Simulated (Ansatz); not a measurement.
# Calculations on H3CCl

### Relaxation

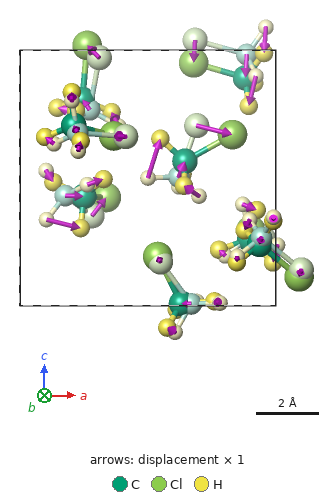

This is a relaxation of an amorphous cell of composition H3CCl. The starting structure is drawn faded, the final one solid; purple arrows show the displacements, at their true length.

The picture is a ball-and-stick view of the cell of the calculation (origin shifted), seen along the b axis.

The cell holds 8 CH3Cl. The run prepares the start of a later molecular dynamics calculation, from a guessed geometry.

Method: DFT LDA, scalar-relativistic, plane waves, PAW in Ansatz 0.2.0. Settings: plane-wave cutoff 420 eV; k-point mesh 1 × 1 × 1; occupations fermi dirac; smearing width 0.02 eV; no spin polarisation; atoms relaxed in a fixed cell; force threshold 0.3 eV/Å; at most 15 steps.

What did the optimiser do to the structure, and how much energy did it gain?

Answer. The largest move is that of an H atom, 1.37 Å roughly along [1 −1 3]. Largest moves by element: H 1.37 Å, Cl 1.30 Å, C 0.78 Å. The cell doesn't change. Among the contacts that change: C–H 1.088 → 1.109 Å, C–Cl 1.777 → 1.788 Å. The energy falls by 60.5 meV per atom in 9 geometry steps. Largest force component: 1.7 eV/Å at the start, 0.25 eV/Å at the end. Cost: 32 s on 1 thread of Arm Neoverse V2, with other jobs on the host, peak memory 0.47 GiB.

Limits of the set-up: the periodic images lie only 8.4 Å apart, so the values are limited by the cell's size.

### Dynamics

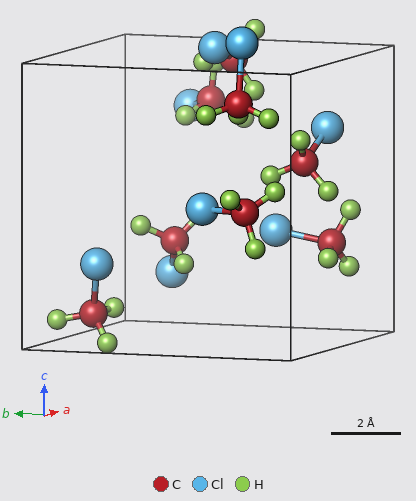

Starting frame of a dynamics run of a periodic cell with 8 CH3Cl at 1.139 g/cm³. A ball-and-stick model of the simulation cell, seen from a free direction.

Level of theory: DFT LDA, scalar-relativistic, plane waves, PAW in Ansatz.

The input:
```yaml
crystal:
  lattice:
    - [8.381516, 0.0, 0.0]
    - [0.0, 8.381516, 0.0]
    - [0.0, 0.0, 8.381516]
  atoms:
    - { symbol: C, position: [0.41116402, 0.10575928, 0.64237355] }
    - { symbol: Cl, position: [0.59692584, 0.09013053, 0.74610079] }
    - { symbol: H, position: [0.40196489, 0.22649294, 0.59208317] }
    - { symbol: H, position: [0.40733035, 0.01507798, 0.54610252] }
    - { symbol: H, position: [0.31492223, 0.08315427, 0.73019691] }
    - { symbol: C, position: [0.70263162, 0.69877724, 0.31705379] }
    - { symbol: Cl, position: [0.85723647, 0.76808823, 0.19027002] }
    - { symbol: H, position: [0.61381538, 0.63093367, 0.24730127] }
    - { symbol: H, position: [0.75610062, 0.6218175, 0.40922396] }
    - { symbol: H, position: [0.64412455, 0.80321151, 0.37190749] }
    - { symbol: C, position: [0.01036225, 0.19643572, 0.88335762] }
    - { symbol: Cl, position: [0.02885978, 0.1905168, 1.09484608] }
    - { symbol: H, position: [-0.08738126, 0.27982114, 0.85100392] }
    - { symbol: H, position: [0.12450796, 0.24080934, 0.83416896] }
    - { symbol: H, position: [-0.01471823, 0.07416685, 0.84008345] }
    - { symbol: C, position: [-0.0236726, 0.66983692, 0.78231353] }
    - { symbol: Cl, position: [0.13277388, 0.80621879, 0.74095292] }
    - { symbol: H, position: [0.00368515, 0.55696156, 0.7206234] }
    - { symbol: H, position: [-0.03097077, 0.6530099, 0.91229659] }
    - { symbol: H, position: [-0.1355965, 0.72086735, 0.73694397] }
    - { symbol: C, position: [0.6477581, 0.45859866, -0.03226554] }
    - { symbol: Cl, position: [0.44530936, 0.45138894, 0.02674226] }
    - { symbol: H, position: [0.68186192, 0.58382418, -0.05211929] }
    - { symbol: H, position: [0.72035552, 0.40756105, 0.06483112] }
    - { symbol: H, position: [0.66054826, 0.38769621, -0.14187502] }
    - { symbol: C, position: [1.01599131, 0.17471013, 0.50480796] }
    - { symbol: Cl, position: [1.1037466, 0.36681232, 0.50051003] }
    - { symbol: H, position: [1.00387702, 0.13175657, 0.38064654] }
    - { symbol: H, position: [1.09317475, 0.092745, 0.57228572] }
    - { symbol: H, position: [0.8967589, 0.18382742, 0.56042054] }
    - { symbol: C, position: [0.39741754, 0.88430507, 0.08606668] }
    - { symbol: Cl, position: [0.30481976, 0.8361112, 0.26970747] }
    - { symbol: H, position: [0.52602864, 0.85732198, 0.09477324] }
    - { symbol: H, position: [0.34191429, 0.81133945, -0.00806201] }
    - { symbol: H, position: [0.37920145, 1.01211543, 0.06176579] }
    - { symbol: C, position: [0.66458753, 0.10067554, 0.33697656] }
    - { symbol: Cl, position: [0.66866383, 0.30947545, 0.37173682] }
    - { symbol: H, position: [0.54413576, 0.06768063, 0.29617425] }
    - { symbol: H, position: [0.7550563, 0.07080911, 0.24616744] }
    - { symbol: H, position: [0.69188683, 0.04112035, 0.45146491] }
basis:
  ecutwfc: 420.0
kpoints:
  mp_grid: { grid: [1, 1, 1] }
hamiltonian:
  xc: lda
scf:
  occupations: { method: fermi_dirac, width: 0.02 }
  lower_state_search: "off"
md:
  timestep: 0.5
  n_steps: 300
  ensemble: nvt_langevin
  temperature: 1500.0
  initial_velocities: maxwell_boltzmann
  seed: 673268
  friction: 0.02
```

Launched with:
```bash
ansatz run input.yaml --threads 1 --pin off --max-ram 3072MiB --backend cpu --events-out ev --progress --plain --runs-dir out
```

Predict how the run goes.

Answer. The mean temperature in the second half is 1500 K (standard deviation 152 K). The potential energy in the second half lies on average 141 meV per atom above the first frame. In the second half of the run the atoms are, in the root-mean-square, this far from where they began (common drift taken out): H 1.44 Å, C 0.87 Å, Cl 0.78 Å. The heavy atoms stay within a fraction of a molecule's size of their starting places, while the hydrogen atoms travel further, as molecules turn; so short a run doesn't tell a liquid from a solid.

Along the run (each row but the first and the last is the mean over the interval that it begins):

| time (fs) | potential energy (meV/atom) | T (K) |
| --- | --- | --- |
| 0.0 | 0.0 | 1462 |
| 25.0 | 99.7 | 1189 |
| 50.0 | 124.8 | 1236 |
| 75.0 | 132.3 | 1412 |
| 100.0 | 143.8 | 1519 |
| 125.0 | 146.7 | 1570 |
| 150.0 | 152.4 | 1488 |

The paths of the atoms:

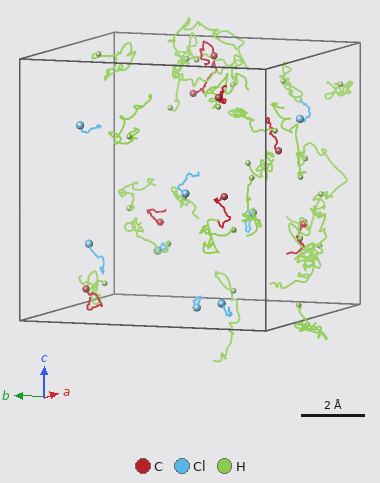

Limits of the set-up: the periodic images lie only 8.4 Å apart, so the values are limited by the cell's size.

### Dynamics

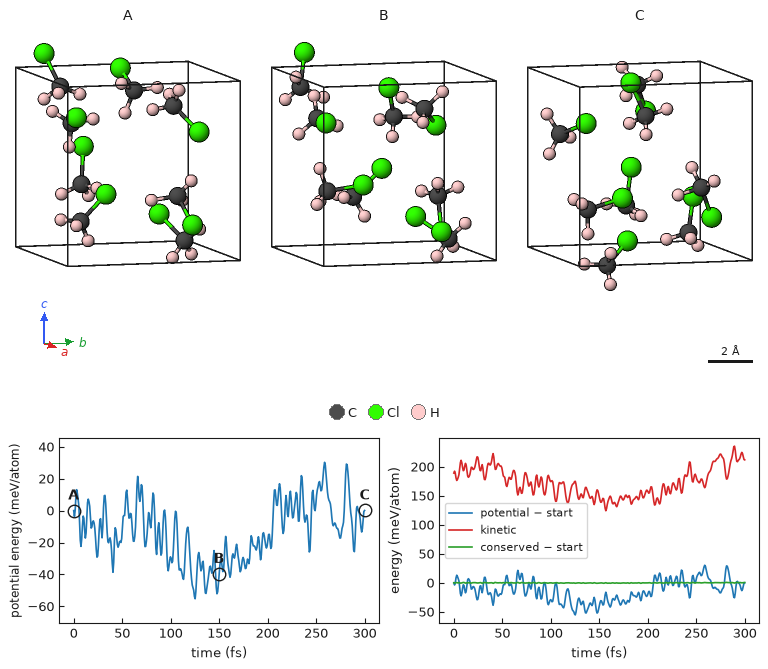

A Born-Oppenheimer molecular dynamics run of a periodic cell with 8 CH3Cl at 1.139 g/cm³, 300 fs long. It starts from the last geometry of an earlier run, with fresh velocities. Frames (A at 0 fs, B at 150 fs, C at 300 fs) and the history of the run. A ball-and-stick model of the simulation cell, seen slightly off an axis. Atoms that leave the cell re-enter on the other side.

Theory: DFT LDA, scalar-relativistic, plane waves, PAW (Ansatz 0.2.0). Run with plane-wave cutoff 420 eV; k-point mesh 1 × 1 × 1; Fermi-Dirac smearing 0.02 eV; Nosé-Hoover thermostat (NVT); set temperature 1500 K; time step 0.75 fs; thermostat time 50.0 fs.

### What do the frames and curves show?

In the second half of the run the atoms are, in the root-mean-square, this far from where they began (common drift taken out): H 1.66 Å, Cl 1.44 Å, C 1.10 Å. The molecules turn and drift from their places. The mean temperature in the second half is 1351 K (standard deviation 223 K). The potential energy is still drifting at the end, so the run hasn't reached equilibrium. The potential energy in the second half lies on average 8.7 meV per atom below the first frame.

Limits of the set-up: the periodic images lie only 8.4 Å apart, so the values are limited by the cell's size.

The run took 14 min on 1 thread of Arm Neoverse V2, with other jobs on the host, peak memory 0.46 GiB.
